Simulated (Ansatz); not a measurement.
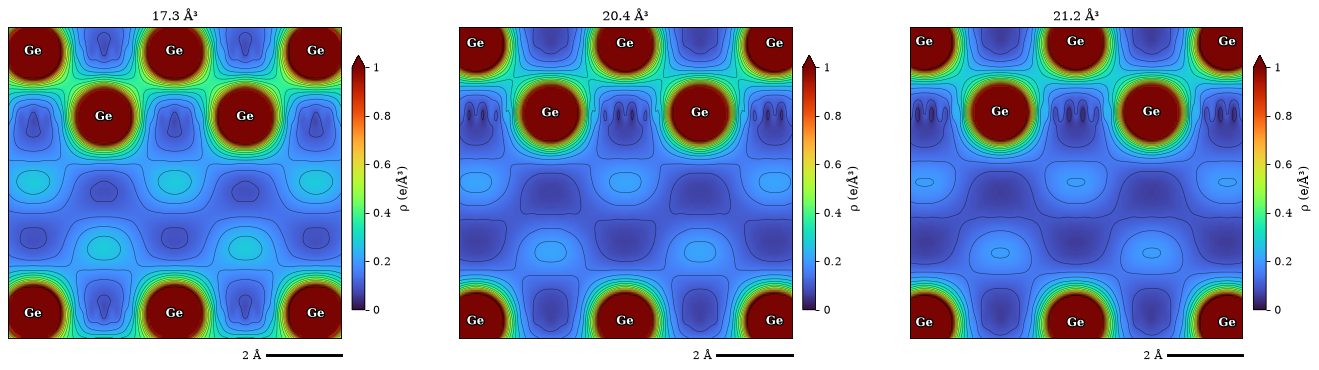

Ge. The valence charge density (pseudo) of cells scaled evenly to different volumes (given per atom above each panel), on the (110) plane of each (indices in the axes of the cell below), at one length scale and on one colour scale.

A generated structure, not necessarily the stable one.

Theory: Ansatz, DFT, revPBE, plane waves (420 eV) with PAW, scalar-relativistic.

The density is the valence pseudo-density of a PAW calculation; it isn't the true density close to the nuclei.

The largest cell:

```
Ge
1.0
    -2.70450    2.70743    1.49531
     2.70743   -2.70450    1.49531
     2.71993    2.71993   -1.48994
Ge
2
Direct
  0.99991 0.00009 0.00000
  0.75009 0.24991 0.50000
```

| volume (Å³/atom) | Ge–Ge contact in the plane (Å) | ρ at its midpoint (e/Å³) | pressure (GPa) | 
| --- | --- | --- | --- |
| 17.30 | 2.595 | 0.378 | 11.0 | 
| 19.66 | 2.708 | ? | ? | 
| 20.45 | 2.744 | 0.301 | −2.3 | 
| 21.24 | 2.779 | 0.284 | −4.1 | 
| 22.02 | 2.812 | 0.269 | −5.6 | 

Estimate the missing row, and compare with the calculation.

Over the known rows ln ρ falls by 1.56 per Å of Ge–Ge distance (a least-squares line), which gives 0.317 e/Å³ at 2.708 Å; the calculation gives 0.318 e/Å³. For the pressure, a straight line in volume between the neighbouring rows gives 1.0 GPa; the calculation gives 0.0, lower because pressure rises ever faster on compression.
